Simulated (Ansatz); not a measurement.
Consider ZrC.

```
Zr C
1.0
     9.64001    0.00000    0.00000
     0.00000    9.64001    0.00000
     0.00000    0.00000    9.64001
Zr C
24 24
Cartesian
  7.2300 2.4100 2.4100
  2.4100 7.2300 2.4100
  2.4100 2.4100 7.2300
  7.2300 7.2300 7.2300
  4.8200 0.0000 0.0000
  0.0000 4.8200 0.0000
  0.0000 0.0000 4.8200
  4.8200 4.8200 4.8200
  1.2050 1.2050 1.2050
  6.0250 6.0250 1.2050
  6.0250 1.2050 6.0250
  1.2050 6.0250 6.0250
  3.6150 3.6150 1.2050
  8.4350 8.4350 1.2050
  8.4350 3.6150 6.0250
  3.6150 8.4350 6.0250
  3.6150 1.2050 3.6150
  8.4350 6.0250 3.6150
  8.4350 1.2050 8.4350
  3.6150 6.0250 8.4350
  1.2050 3.6150 3.6150
  6.0250 8.4350 3.6150
  6.0250 3.6150 8.4350
  1.2050 8.4350 8.4350
  6.0250 1.2050 1.2050
  1.2050 6.0250 1.2050
  1.2050 1.2050 6.0250
  6.0250 6.0250 6.0250
  8.4350 3.6150 1.2050
  3.6150 8.4350 1.2050
  3.6150 3.6150 6.0250
  8.4350 8.4350 6.0250
  8.4350 1.2050 3.6150
  3.6150 6.0250 3.6150
  3.6150 1.2050 8.4350
  8.4350 6.0250 8.4350
  6.0250 3.6150 3.6150
  1.2050 8.4350 3.6150
  1.2050 3.6150 8.4350
  6.0250 8.4350 8.4350
  0.0000 0.0000 0.0000
  4.8200 4.8200 0.0000
  4.8200 0.0000 4.8200
  0.0000 4.8200 4.8200
  2.4100 2.4100 2.4100
  7.2300 7.2300 2.4100
  7.2300 2.4100 7.2300
  2.4100 7.2300 7.2300
```

Space group Fd-3m; a structure generated by program, which may or may not match a known phase.

Theory: DFT PBE, scalar-relativistic, plane waves, PAW in Ansatz.

> What can the converged valence pseudo-density and electron localisation function tell about the bonding?

Zr–C (2.09 Å): ρ is about 0.83 e/Å³ halfway; the ELF peaks at about 0.90 in the valence shell of C, 0.6 Å from its nucleus, and is about 0.40 at the midpoint.

> Does the calculation make it a metal, or give it a gap?

It is metallic or semimetallic at this level of theory: no gap opens.

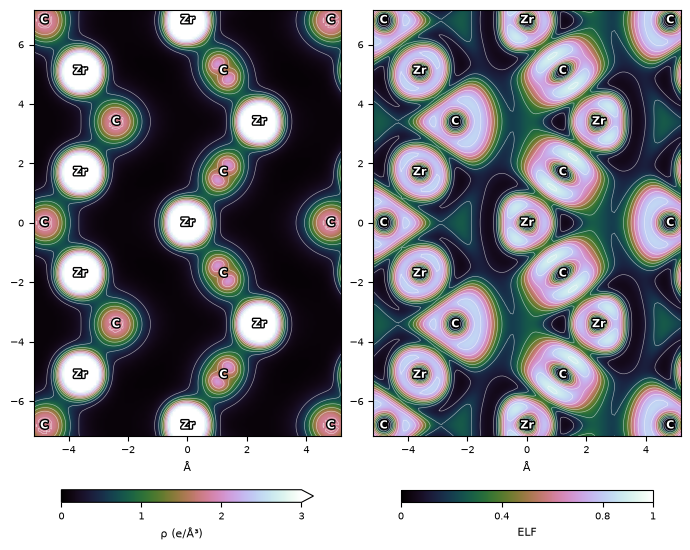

Computed valence pseudo-density and electron localisation function on the (110) plane of the conventional cell, in this order. 

The density is the valence pseudo-density of a PAW calculation; it isn't the true density close to the nuclei.
